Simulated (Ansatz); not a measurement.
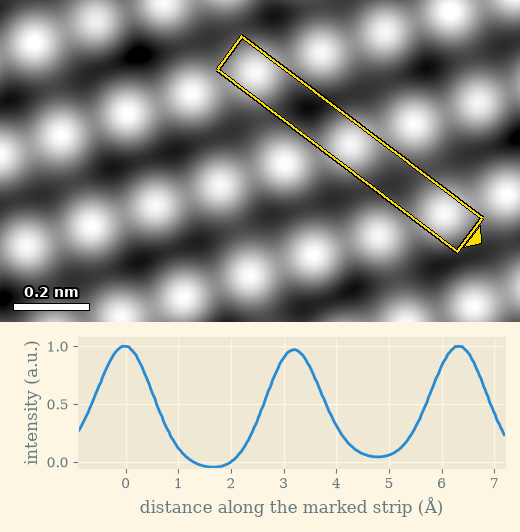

Z-contrast image of Rh (Pm-3m, No. 221) along [110]. Simulated incoherent Z contrast: every atom adds Z^1.6 spread by a probe of 1.25 Å full width; channelling and multiple scattering are left out. The display is stretched by a gamma of 0.65; percentages refer to the linear signal. The speckle of an amorphous layer was added. Structure: the geometry given to an electronic-structure calculation, possibly off equilibrium; the starting structure was generated, so it need not be a known form of this composition.

Space group Pm-3m (No. 221). a = 2.584 Å, b = 2.584 Å, c = 2.584 Å, α = 90.00°, β = 90.00°, γ = 90.00°
```tsv
atom	site	symmetry	x	y	z
Rh	1a	m-3m	0.0000	0.0000	0.0000
```

The curve is the intensity along the marked strip, in the direction of its arrowhead, with zero distance at the first column. Brightness is counted from the darkest point of the image.

**Assign the peaks of the line profile.**

```csv
position (Å),atoms per repeat along the beam,height (% of the highest)
0.0,1 Rh,100
3.2,1 Rh,100
6.3,1 Rh,100
```
